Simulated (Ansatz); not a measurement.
Ir (slab)

```
CELL_PARAMETERS angstrom
2.73697 0.00000 0.00000
0.00000 3.87066 0.00000
0.00000 0.00000 24.57939
ATOMIC_POSITIONS crystal
Ir 0.50000 0.50000 0.31097
Ir 0.00000 0.00000 0.35842
Ir 0.50000 0.50000 0.41773
Ir 0.00000 0.00000 0.47321
Ir 0.50000 0.50000 0.52679
Ir 0.00000 0.00000 0.58227
Ir 0.50000 0.50000 0.64158
Ir 0.00000 0.00000 0.68903
```

Computed without spin polarisation.

All numbers below come from Ansatz, DFT PBE, scalar-relativistic, plane waves, PAW.

**What can the converged valence pseudo-density and electron localisation function tell about the bonding?**

Ir–Ir (2.62 Å): the density is about 0.53 e/Å³ at the midpoint; the ELF is about 0.40 at the midpoint.
Ir–Ir (2.68 Å): the density is about 0.48 e/Å³ at the midpoint; the ELF is about 0.40 at the midpoint.
Ir–Ir (2.73 Å): the density is about 0.43 e/Å³ at the midpoint; the ELF is about 0.35 at the midpoint (no shared electron pair shows on this line).
Ir–Ir (2.78 Å): ρ at the midpoint is about 0.4 e/Å³; the ELF is about 0.35 at the midpoint.

**Does the calculation make it a metal, or give it a gap?**

It is gapless in this calculation (a metal or semimetal).

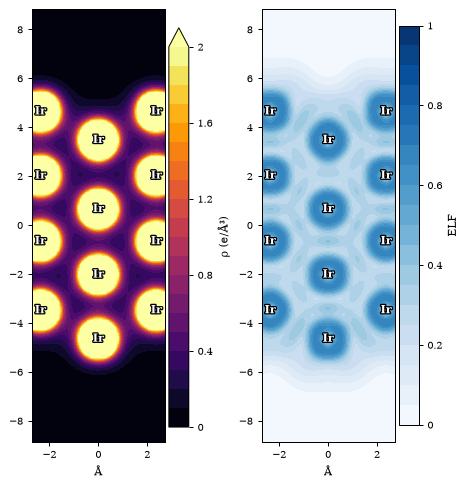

Computed valence pseudo-density and electron localisation function on the (11̄0) plane of the calculation cell, a cut from vacuum to vacuum, in this order. 
